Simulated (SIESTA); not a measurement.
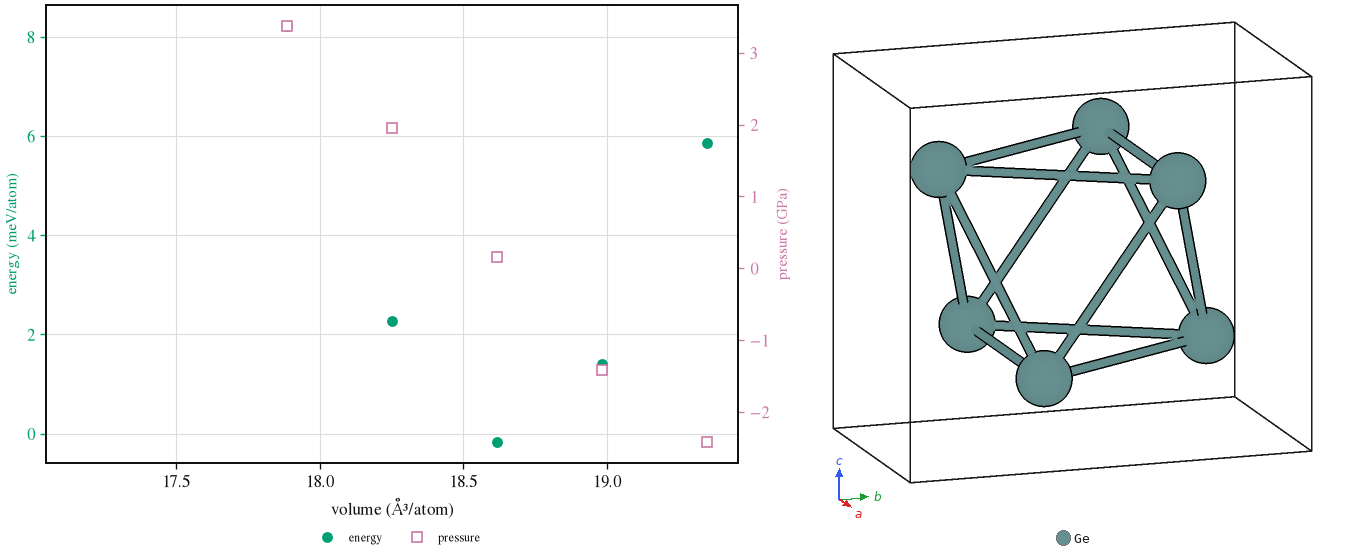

Plotted: energy and pressure against volume for Ge, space group Cmcm (No. 63). The conventional cell is drawn beside the plot.

The given structure:
```yaml
crystal:
  lattice:
    - [1.48805, -2.59469, 0.00000]
    - [1.48805, 2.59469, 0.00000]
    - [0.00000, 0.00000, 4.72760]
  atoms:
    - { symbol: Ge, position: [0.33345, 0.66655, 0.25000] }
    - { symbol: Ge, position: [0.66655, 0.33345, 0.75000] }
```

Computed with SIESTA 5.4.2: DFT in numerical atomic orbitals with pseudopotentials, no spin polarisation; energies at scaled volumes of the given cell, shape and fractions fixed, counted from the fit's minimum, third-order Birch-Murnaghan fit. Level: PBEsol.

k mesh 10×10×6; occupations Fermi–Dirac; smearing width 0.05 eV; potentials PseudoDojo 0.4 standard, converted to PSML, two zetas on semicore shells; program settings basis DZP, mesh cutoff 800 Ry.

The points at volume 17.16 Å³/atom and 17.52 Å³/atom are left out of the plot. What values does the calculation give there?

```csv
volume (Å³/atom),energy (meV/atom),pressure (GPa)
17.16,32.61,7.69
17.52,17.89,5.24
```

Note: mulliken charges of long orbitals; shape and atomic fractions are frozen while scaling, which makes layered, chain and framework solids too stiff.
